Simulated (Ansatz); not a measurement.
## Single-point calculation, with input and output: FeCo₃ (part 2 of 2)

FeCo₃ (Pm-3m, 8 atoms in the cell); DFT r2SCAN, scalar-relativistic, plane waves, PAW, spin-polarised (Ansatz 0.2.0); cutoff 500 eV, 12×12×6 k-mesh, Gaussian smearing of 0.1 eV, collinear spins. The structure derives from a Materials Project entry. It belongs to a series of runs on one base structure; here: antiferromagnetic, doubled cell, propagation vector (0, 1/2, 1/2).

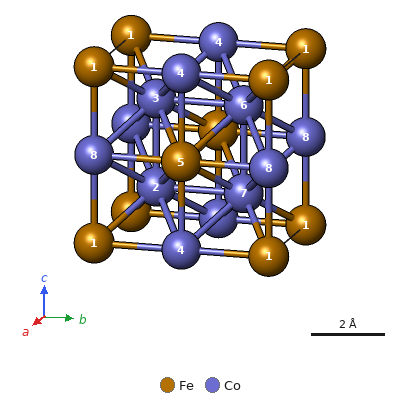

The structure as given in the input (ball-and-stick view of the reduced cell, seen slightly off an axis; atoms are numbered from 1 in the order of the input). An atom can appear more than once, as a periodic image.

## Output, continued
```
--- Per-component energies (eV) ---
  E_band       = -2099.022293
  E_kinetic    = 3420.598044
  E_local      = -21239.680214  (includes V_loc(G=0)·N_el)
  E_nonlocal   = 3184.160211
  E_hartree    = 8912.401362
  E_xc         = -1171.696996
  E_vxc        = -1714.611028  (∫ρ·V_xc dr)
  E_paw        = -11900.181091  (= ΣΔE_a)
  E_vpaw       = -3686.567644  (= ΣTr[D̂ρ^β])
  E_aug_tail   = 0.000757  (compensation charges beyond the density's cutoff)
  E_vtau       = 112.276095  (kinetic-family band-sum trace: ∫τ·v_τ [+ j·A + Jᵃ·Aᵃ] dr)
  E_ewald      = -20962.094347
  E_core_change = -2.350187  (= ΣΔE_core)
  E_smearing   = -0.043855  (= −TS)
  E_closure    = -0.000000  (closes the sum)
  Σ components = -39758.886316   (vs F -39758.886316, Δ=0.00e0)
--- Forces (eV/Å), atoms counted from 1 ---
  atom   1  Fe     0.00000000     0.31977305     0.31977305
  atom   2  Co     0.00000000    -0.13211305     0.32544267
  atom   3  Co     0.00000000     0.32544267    -0.13211305
  atom   4  Co     0.00000000    -0.51309900    -0.51309900
  atom   5  Fe     0.00000000     0.31977305     0.31977305
  atom   6  Co     0.00000000    -0.13211305     0.32544267
  atom   7  Co     0.00000000     0.32544267    -0.13211305
  atom   8  Co     0.00000000    -0.51309900    -0.51309900
  max |Σ_I F_I| component: 7.34e-6 eV/Å
--- Stress (GPa, compression-positive) ---
       -5.706567       0.000000      -0.000000
        0.000000       2.191580       0.274041
       -0.000000       0.274041       2.191580
  P = ⅓ Tr σ = -0.4411 GPa (-4.411 kbar)
--- Band table (eV; the first three rows and the last of 350) ---
  k-point 0 ↑: bands = ["-81.5201", "-81.3139", "-81.2983", "-78.7731", "-78.7479", "-78.7421", "-74.2601", "-69.8651", "-43.4114", "-43.3539", "-43.2653", "-43.2014", "-43.1847", "-43.1370", "-43.1287", "-43.0689", "-42.9327", "-40.6814", "-40.6798", "-40.6792", "-40.6182", "-40.6118", "-40.5752", "-40.5545", "-40.5223", "-40.4847", "-38.9942", "-38.9037", "-38.9032", "-34.6269", "-34.5661", "-34.5540", "8.9938", "13.1015", "13.1428", "13.3867", "13.4931", "13.7997", "13.9276", "13.9509", "14.0322", "14.1109", "14.5753", "14.9932", "15.2407", "15.3543", "15.3663", "15.4944", "15.5345", "15.9161", "15.9725", "15.9899", "16.1802", "16.3419", "16.4905", "16.8191", "17.0890", "17.2988", "17.3046", "17.6810", "17.7613", "18.0199", "18.0873", "18.4688", "18.5958", "19.0320", "19.3348", "19.3598", "19.5083", "19.6226", "19.8697", "20.0780", "20.1049", "20.6478", "20.8149", "20.9043", "20.9212", "20.9540", "21.1365", "21.3688", "28.8614", "28.8671", "28.9722", "30.6511", "30.8051", "30.8898", "31.0518", "32.0978", "32.1008", "32.2281", "32.6749", "33.6127", "33.6157", "33.6380", "34.0837", "34.1005"]
  k-point 1 ↑: bands = ["-81.5201", "-81.3128", "-81.2993", "-78.7719", "-78.7501", "-78.7411", "-74.2601", "-69.8651", "-43.4113", "-43.3539", "-43.2627", "-43.2010", "-43.1859", "-43.1373", "-43.1284", "-43.0607", "-42.9425", "-40.6823", "-40.6777", "-40.6661", "-40.6206", "-40.6099", "-40.5768", "-40.5536", "-40.5247", "-40.4941", "-38.9959", "-38.9037", "-38.9032", "-34.6273", "-34.5661", "-34.5540", "9.1856", "12.9109", "13.1519", "13.2261", "13.4507", "13.7685", "13.8400", "13.9839", "14.0593", "14.2848", "14.8544", "15.0115", "15.1925", "15.2061", "15.2921", "15.3499", "15.7193", "15.9563", "15.9661", "16.0148", "16.0750", "16.4502", "16.5433", "16.9114", "17.0600", "17.3319", "17.3750", "17.6500", "17.8122", "17.8912", "18.0075", "18.3493", "18.5067", "18.9715", "18.9742", "19.3585", "19.3679", "19.4550", "19.6711", "20.0450", "20.1040", "20.2079", "20.6219", "20.7380", "21.0663", "21.6170", "21.7430", "22.1875", "28.7113", "28.8676", "29.4378", "29.5399", "30.9417", "30.9421", "31.0046", "32.1912", "32.3013", "32.4571", "33.0913", "33.3325", "33.6488", "33.7256", "33.7800", "34.0671"]
  k-point 2 ↑: bands = ["-81.5200", "-81.3100", "-81.3022", "-78.7689", "-78.7544", "-78.7400", "-74.2601", "-69.8651", "-43.4111", "-43.3540", "-43.2575", "-43.1997", "-43.1887", "-43.1380", "-43.1280", "-43.0376", "-42.9690", "-40.6802", "-40.6742", "-40.6361", "-40.6256", "-40.6043", "-40.5804", "-40.5520", "-40.5419", "-40.5084", "-38.9992", "-38.9037", "-38.9032", "-34.6282", "-34.5662", "-34.5540", "9.7471", "11.7605", "13.1862", "13.3610", "13.5995", "13.9033", "13.9316", "14.1247", "14.2050", "14.4041", "14.8627", "15.0056", "15.0072", "15.0233", "15.2847", "15.3682", "15.9156", "15.9352", "16.0345", "16.0435", "16.1028", "16.5628", "16.6328", "16.9951", "17.0686", "17.2250", "17.3822", "17.4597", "17.5702", "17.8894", "18.0054", "18.0772", "18.2576", "18.5621", "18.6316", "19.2500", "19.3457", "19.3846", "19.5839", "19.8858", "19.9931", "20.0996", "20.3342", "20.7970", "21.0989", "21.8420", "23.1784", "24.0702", "26.7188", "28.6708", "29.6496", "30.3058", "30.9160", "31.0424", "31.3303", "31.3571", "32.3690", "32.5546", "32.6652", "32.8964", "33.4376", "33.5742", "35.0442", "35.4595"]
  k-point 174 ↓: bands = ["-81.5193", "-81.3143", "-81.2981", "-78.7660", "-78.7491", "-78.7479", "-74.2600", "-69.8650", "-43.4232", "-43.3543", "-43.2518", "-43.2105", "-43.1899", "-43.1304", "-43.1239", "-43.0702", "-42.9321", "-40.7027", "-40.6999", "-40.6616", "-40.6335", "-40.5925", "-40.5858", "-40.5427", "-40.5145", "-40.4865", "-38.9934", "-38.9060", "-38.9047", "-34.6261", "-34.5712", "-34.5560", "12.8012", "12.9094", "13.0266", "13.0921", "13.9264", "14.0421", "14.3862", "14.5011", "14.6253", "14.7358", "14.8319", "14.8832", "15.0264", "15.3609", "15.4082", "15.5102", "15.6012", "15.6183", "15.7924", "15.9555", "16.1811", "16.1991", "16.2681", "16.4011", "16.6735", "16.8561", "16.9694", "16.9801", "17.4989", "17.5751", "17.7568", "17.8055", "18.1957", "18.6419", "18.6964", "18.7208", "18.8216", "19.2540", "19.4646", "19.5559", "19.6301", "19.7351", "19.8188", "20.2920", "22.2843", "22.4061", "22.7765", "22.9052", "25.3703", "25.4837", "25.9559", "26.0994", "30.0473", "30.2336", "30.4145", "30.4307", "34.9066", "34.9340", "35.0050", "35.1312", "36.0469", "36.2655", "36.5921", "36.7572"]
--- Löwdin populations: 8 sites ---
  site symbol       q [e]    m [muB]
     0     Fe     15.6684     2.9783
     1     Co     16.7834     1.6118
     2     Co     16.7834     1.6118
     3     Co     16.7557     1.7477
     4     Fe     15.6684    -2.9783
     5     Co     16.7834    -1.6118
     6     Co     16.7834    -1.6118
     7     Co     16.7557    -1.7477
  spilling = 0.015060 (of n_electrons = 134.000000)
```

## File populations.tsv
```
# site	symbol	l	j	q_up	q_dn
# orbitals = lowdin
# n_electrons = 134.000000
# spilling = 0.015060
0	Fe	0_3S	-	0.993219	0.993618
0	Fe	0_4S	-	0.518443	0.477682
0	Fe	1_3P	-	2.998533	2.998602
0	Fe	2_3D	-	4.813157	1.875154
1	Co	0_3S	-	0.993578	0.993852
1	Co	0_4S	-	0.500143	0.492029
1	Co	1_3P	-	2.998718	2.998741
1	Co	2_3D	-	4.705169	3.101203
2	Co	0_3S	-	0.993578	0.993852
2	Co	0_4S	-	0.500143	0.492029
2	Co	1_3P	-	2.998718	2.998741
2	Co	2_3D	-	4.705169	3.101203
3	Co	0_3S	-	0.993558	0.993820
3	Co	0_4S	-	0.504803	0.488622
3	Co	1_3P	-	2.998663	2.998722
3	Co	2_3D	-	4.754696	3.022814
4	Fe	0_3S	-	0.993618	0.993219
4	Fe	0_4S	-	0.477682	0.518443
4	Fe	1_3P	-	2.998602	2.998533
4	Fe	2_3D	-	1.875154	4.813157
5	Co	0_3S	-	0.993852	0.993578
5	Co	0_4S	-	0.492029	0.500143
5	Co	1_3P	-	2.998741	2.998718
5	Co	2_3D	-	3.101203	4.705169
6	Co	0_3S	-	0.993852	0.993578
6	Co	0_4S	-	0.492029	0.500143
6	Co	1_3P	-	2.998741	2.998718
6	Co	2_3D	-	3.101203	4.705169
7	Co	0_3S	-	0.993820	0.993558
7	Co	0_4S	-	0.488622	0.504803
7	Co	1_3P	-	2.998722	2.998663
7	Co	2_3D	-	3.022814	4.754696
```

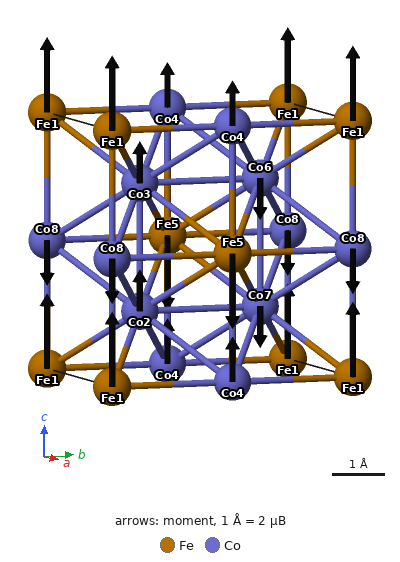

Magnetic moments of the sites as black arrows (ball-and-stick view of the reduced cell, seen slightly off an axis; atoms are numbered from 1 in the order of the input); small moments hardly show. The run is collinear, so the axis drawn is arbitrary. Site moments: Fe5 (−2.94 μB); Fe1 (2.94 μB); Co8 (−1.77 μB); Co4 (1.77 μB); Co2 (1.64 μB); Co6 (−1.64 μB); Co3 (1.64 μB), among others. They are counted near the atoms and needn't add up to the moment of the cell.

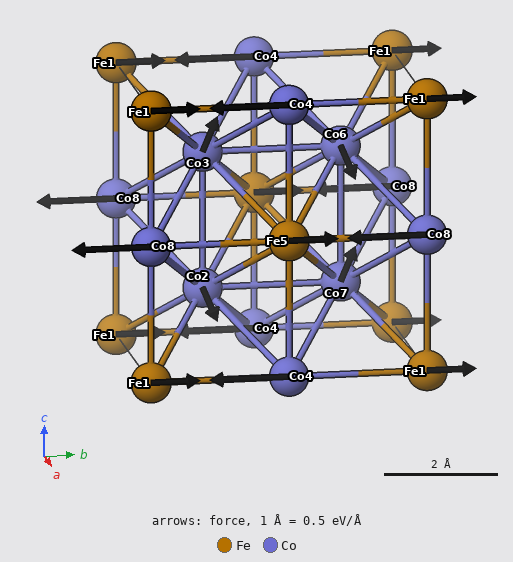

Forces on the atoms as black arrows (ball-and-stick view of the reduced cell, seen slightly off an axis; atoms are numbered from 1 in the order of the input). The largest act on Co4, Co8 (0.73 eV/Å); Fe1, Fe5 (0.45 eV/Å); Co2, Co3, Co6, Co7 (0.35 eV/Å). The geometry is not a stationary point of this energy.

This output came from the following input.

## Input file
```yaml
crystal:
  lattice:
    - [3.53570262, 0.0, 0.0]
    - [0.0, 3.53570262, 3.53570262]
    - [0.0, 0.0, 7.07140524]
  atoms:
    - { symbol: Fe, position: [0.0, 0.0, 0.0], spin: 4.0 }
    - { symbol: Co, position: [0.5, 0.5, 0.75], spin: 3.0 }
    - { symbol: Co, position: [0.5, 0.0, 0.25], spin: 3.0 }
    - { symbol: Co, position: [0.0, 0.5, 0.0], spin: 3.0 }
    - { symbol: Fe, position: [0.0, 0.0, 0.5], spin: -4.0 }
    - { symbol: Co, position: [0.5, 0.5, 0.25], spin: -3.0 }
    - { symbol: Co, position: [0.5, 0.0, 0.75], spin: -3.0 }
    - { symbol: Co, position: [0.0, 0.5, 0.5], spin: -3.0 }
basis:
  ecutwfc: 500
kpoints:
  mp_grid: { grid: [12, 12, 6] }
hamiltonian:
  xc: r2scan
scf:
  occupations: { method: gaussian, width: 0.1 }
  lower_state_search: "off"
output:
  forces: true
  stress: true
  eigenvalues: true
  populations: true
magnetization:
  spin_polarized: true
```

Command:
```bash
ansatz run input.yaml --threads 1 --pin off --max-ram 2560MiB --backend cpu --events-out ev --progress --plain --runs-dir out
```

## Key numbers

```tsv
quantity	value
outcome	converged
space group (tolerance 0.01 Å)	Pm-3m (221)
electrons treated	134
free energy	−39758.8863 eV
Fermi energy	18.725 eV
gap on the k-point mesh	none (metallic)
net moment of the cell	0.00 μB
integrated absolute moment	16.62 μB
pressure	−0.44 GPa
largest force (length of the vector)	0.726 eV/Å
hardware	1 thread of Intel Xeon (Granite Rapids), 192 GiB of memory available, shared host
wall time	6.5 min
peak memory	2 GiB
```

## Notes

The electronic state found may not be the lowest one. Warnings of the run: the state was not tested for a lower one.
